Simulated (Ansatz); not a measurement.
CoSi: single-point calculation (part 2 of 2)

The same run, continued: CoSi (slab, 20 atoms in the cell); DFT PBE, scalar-relativistic, plane waves, PAW, no spin polarisation (Ansatz 0.2.0); cutoff 420 eV, 8×8×1 k-mesh, Gaussian smearing of 0.1 eV. The structure derives from an entry of the Crystallography Open Database.

Geometry of the input (Å; fractional positions):
```
4.4308  0.0000  0.0000
0.0000  4.4308  0.0000
0.0000  0.0000  24.7920
Co 0.8550  0.8550  0.3025
Si 0.6568  0.3432  0.3046
Si 0.3432  0.8432  0.3379
Co 0.1450  0.3550  0.3400
Co 0.6450  0.1450  0.3919
Si 0.8432  0.6568  0.3940
Si 0.1568  0.1568  0.4273
Co 0.3550  0.6450  0.4294
Co 0.8550  0.8550  0.4812
Si 0.6568  0.3432  0.4834
Si 0.3432  0.8432  0.5166
Co 0.1450  0.3550  0.5188
Co 0.6450  0.1450  0.5706
Si 0.8432  0.6568  0.5727
Si 0.1568  0.1568  0.6060
Co 0.3550  0.6450  0.6081
Co 0.8550  0.8550  0.6600
Si 0.6568  0.3432  0.6621
Si 0.3432  0.8432  0.6954
Co 0.1450  0.3550  0.6975
```

## Output, continued
```
  k-point 0: bands = ["-89.9140", "-89.9135", "-89.8735", "-89.8682", "-89.8481", "-89.8481", "-89.7510", "-89.7510", "-89.3718", "-89.3718", "-53.3081", "-53.3048", "-53.2689", "-53.2474", "-53.2364", "-53.2363", "-53.2089", "-53.2074", "-53.2025", "-53.2012", "-53.1713", "-53.1711", "-53.1620", "-53.1601", "-53.1496", "-53.1445", "-53.1441", "-53.1407", "-53.1047", "-53.1040", "-53.0586", "-53.0586", "-52.9750", "-52.9749", "-52.7581", "-52.7581", "-52.7313", "-52.7313", "-52.5924", "-52.5924", "-8.4732", "-7.6218", "-6.3839", "-4.9240", "-3.5558", "-3.0521", "-2.5837", "-2.4665", "-1.7804", "-1.7184", "-0.8360", "-0.7753", "-0.4013", "-0.2581", "0.0095", "0.1041", "0.3272", "0.6389", "0.7355", "1.1223", "1.2761", "1.4375", "1.5497", "1.7498", "1.7981", "1.9259", "2.0089", "2.0885", "2.1301", "2.1607", "2.2031", "2.2103", "2.2430", "2.3144", "2.3638", "2.3992", "2.4534", "2.5149", "2.6707", "2.8304", "2.8819", "2.9701", "3.1498", "3.2609", "3.2663", "3.2785", "3.4948", "3.7557", "3.8970", "3.9644", "3.9879", "4.0842", "4.0859", "4.1089", "4.1913", "4.2053", "4.2423", "4.2529", "4.3239", "4.3796", "4.5679", "4.6494", "4.7491", "4.8380", "4.9508", "5.3396", "5.4293", "5.5254", "6.0157", "6.3088", "6.5581", "6.6475", "6.7116", "6.7322", "7.0563", "7.3123", "7.3718", "7.9308", "8.1936", "8.2954", "8.3939", "8.6896", "8.8134", "8.9357", "8.9934", "9.1547"]
  k-point 1: bands = ["-89.9139", "-89.9135", "-89.8733", "-89.8684", "-89.8481", "-89.8481", "-89.7510", "-89.7510", "-89.3718", "-89.3718", "-53.3079", "-53.3049", "-53.2681", "-53.2483", "-53.2363", "-53.2361", "-53.2087", "-53.2083", "-53.2036", "-53.2013", "-53.1710", "-53.1708", "-53.1618", "-53.1603", "-53.1494", "-53.1443", "-53.1438", "-53.1407", "-53.1047", "-53.1040", "-53.0586", "-53.0586", "-52.9750", "-52.9750", "-52.7581", "-52.7581", "-52.7313", "-52.7313", "-52.5923", "-52.5923", "-8.3577", "-7.5101", "-6.2820", "-4.8660", "-3.5978", "-3.4899", "-2.9084", "-2.3142", "-1.9884", "-1.6874", "-0.8810", "-0.7295", "-0.3906", "-0.3773", "0.1180", "0.1353", "0.3752", "0.6275", "0.6380", "1.1178", "1.3327", "1.4748", "1.5169", "1.7431", "1.7751", "1.7887", "2.0286", "2.1120", "2.1289", "2.1434", "2.2064", "2.2137", "2.3156", "2.3323", "2.4094", "2.4216", "2.5633", "2.5753", "2.7242", "2.8162", "2.9362", "3.0218", "3.1515", "3.2073", "3.2450", "3.3136", "3.5303", "3.7613", "3.8784", "3.9269", "3.9411", "4.0087", "4.0541", "4.0668", "4.1537", "4.1717", "4.2738", "4.2910", "4.3108", "4.3490", "4.5789", "4.5880", "4.7554", "4.7851", "5.1451", "5.3235", "5.4255", "5.5553", "6.1234", "6.2927", "6.5070", "6.6120", "6.7213", "6.9651", "7.1271", "7.2392", "7.5391", "7.6029", "8.0722", "8.1244", "8.2201", "8.5335", "8.6713", "8.8666", "8.9389", "9.0107"]
  k-point 2: bands = ["-89.9138", "-89.9135", "-89.8727", "-89.8690", "-89.8481", "-89.8481", "-89.7510", "-89.7510", "-89.3718", "-89.3718", "-53.3073", "-53.3051", "-53.2657", "-53.2508", "-53.2361", "-53.2356", "-53.2103", "-53.2085", "-53.2058", "-53.2019", "-53.1703", "-53.1703", "-53.1612", "-53.1606", "-53.1484", "-53.1440", "-53.1429", "-53.1407", "-53.1047", "-53.1041", "-53.0586", "-53.0586", "-52.9753", "-52.9753", "-52.7579", "-52.7579", "-52.7314", "-52.7314", "-52.5923", "-52.5923", "-8.0147", "-7.1801", "-5.9925", "-4.9922", "-4.1535", "-3.8649", "-3.1704", "-2.8268", "-1.9087", "-1.8270", "-0.8470", "-0.7334", "-0.4020", "-0.3080", "-0.0722", "0.2551", "0.5361", "0.5982", "0.7926", "1.1052", "1.2442", "1.3383", "1.4933", "1.5734", "1.6427", "1.7030", "1.9466", "2.0423", "2.2083", "2.2374", "2.3372", "2.3397", "2.3555", "2.4318", "2.4862", "2.4879", "2.6662", "2.6978", "2.7874", "2.8176", "2.9383", "3.0358", "3.1495", "3.1631", "3.2766", "3.4104", "3.5886", "3.6748", "3.7616", "3.7730", "3.8668", "3.9143", "3.9721", "3.9783", "4.1181", "4.1475", "4.2035", "4.2561", "4.3429", "4.3847", "4.5242", "4.6308", "4.7179", "4.7402", "5.1789", "5.2459", "5.5218", "5.6830", "6.1155", "6.2045", "6.5280", "6.7204", "6.8619", "6.9763", "7.2104", "7.2620", "7.4339", "7.5488", "7.7170", "8.0105", "8.2569", "8.4455", "8.5947", "8.8000", "8.9081", "8.9627"]
  k-point 33: bands = ["-89.9133", "-89.9133", "-89.8710", "-89.8710", "-89.8480", "-89.8480", "-89.7510", "-89.7510", "-89.3717", "-89.3717", "-53.3047", "-53.3047", "-53.2609", "-53.2609", "-53.2368", "-53.2368", "-53.2118", "-53.2118", "-53.1986", "-53.1986", "-53.1704", "-53.1704", "-53.1581", "-53.1580", "-53.1561", "-53.1560", "-53.1400", "-53.1400", "-53.1023", "-53.1023", "-53.0574", "-53.0574", "-52.9751", "-52.9751", "-52.7579", "-52.7579", "-52.7315", "-52.7315", "-52.5922", "-52.5922", "-5.5039", "-5.5039", "-4.8461", "-4.8461", "-4.5060", "-4.5060", "-4.1075", "-4.1075", "-3.3311", "-3.3311", "-1.6123", "-1.6123", "-1.4780", "-1.4780", "-0.3980", "-0.3980", "0.0537", "0.0537", "0.5864", "0.5864", "1.2534", "1.2534", "1.6238", "1.6238", "1.7962", "1.7962", "2.0498", "2.0498", "2.2456", "2.2456", "2.2521", "2.2521", "2.4413", "2.4413", "2.6724", "2.6724", "2.9453", "2.9453", "3.1257", "3.1257", "3.3133", "3.3133", "3.3656", "3.3656", "3.5128", "3.5128", "3.5326", "3.5326", "3.6514", "3.6514", "3.7059", "3.7059", "3.7556", "3.7556", "3.8751", "3.8751", "4.1000", "4.1000", "4.1627", "4.1627", "4.3217", "4.3217", "4.7476", "4.7476", "4.9183", "4.9183", "5.1605", "5.1605", "5.3422", "5.3422", "5.9206", "5.9206", "6.5714", "6.5714", "7.8641", "7.8641", "8.6839", "8.6839", "9.4280", "9.4280", "10.1613", "10.1613", "10.4089", "10.4089", "10.7999", "10.7999"]
```

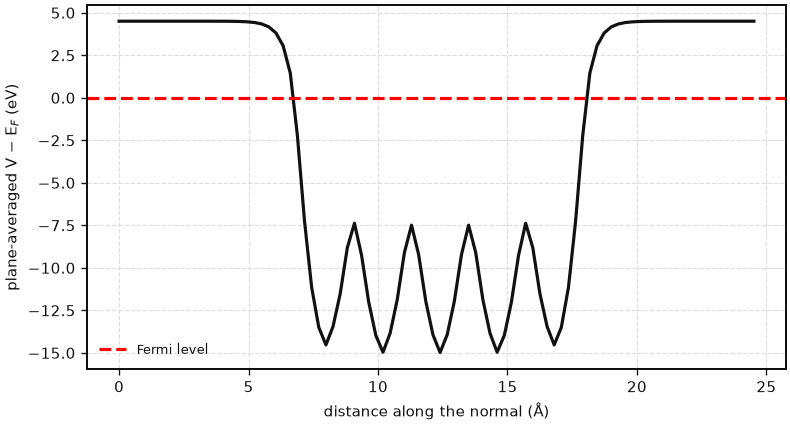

**Figure 1.** Plane average of the electrostatic potential energy of an electron across the cell, from the Fermi level. The vacuum level lies 4.51 eV above the Fermi level.

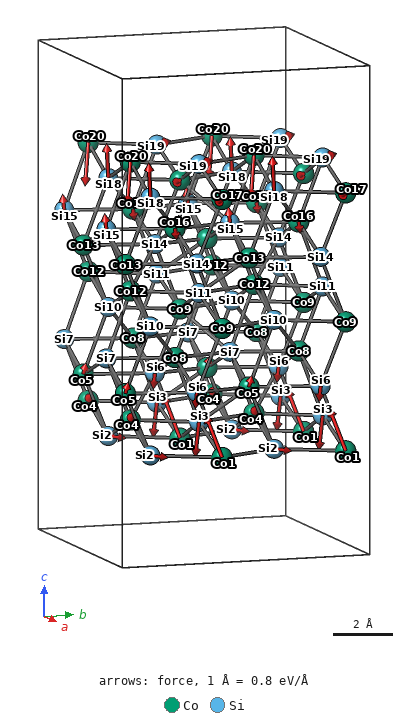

**Figure 2.** Forces on the atoms as red arrows (ball-and-stick view of the 2 × 2 repeat of the cell, with the vacuum cut short, seen slightly off an axis; atoms are numbered from 1 in the order of the input); the smallest are left out. The largest act on Co1, Co20 (1.29 eV/Å); Si3, Si18 (1.00 eV/Å); Si2, Si19 (0.51 eV/Å); Si6, Si15 (0.47 eV/Å), among others. The geometry is not a stationary point of this energy.

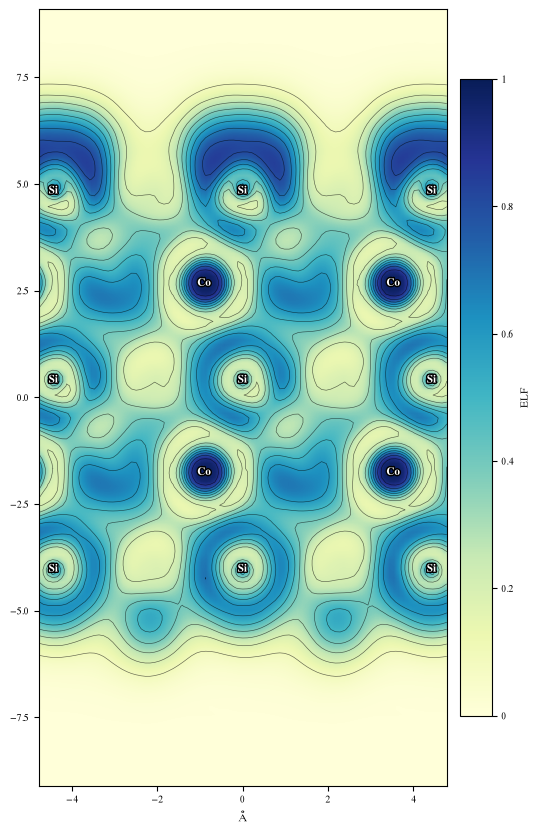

**Figure 3.** Electron localisation function on the (100) plane of the calculation cell, a cut from vacuum to vacuum. Atoms in the plane: Si and Co. Co–Si (2.34 Å): the ELF is about 0.45 at the midpoint. Co–Si (2.43 Å): the ELF is about 0.45 at the midpoint. The strong features right at Co lie inside the PAW spheres (semicore, d or f shells) and say nothing about bonding. In a PAW calculation such maps are meaningful between the atoms, not at the nuclei.

## Results in brief

| quantity | value |
| --- | --- |
| outcome | converged |
| electrons treated | 210 |
| free energy | −57626.6587 eV |
| work function, top face | 4.51 eV |
| work function, bottom face | 4.51 eV |
| Fermi energy | 4.987 eV |
| gap on the k-point mesh | none (metallic) |
| work function (upper face) | 4.51 eV |
| largest force (length of the vector) | 1.288 eV/Å |
| wall time | 4.2 min (CPU time 8.2 min) |
| peak memory | 1.8 GiB |

## Remarks

Warnings of the run: the exchange-correlation potential is rough where the density is thin. The run has no spin polarisation, so a magnetic state may lie lower.
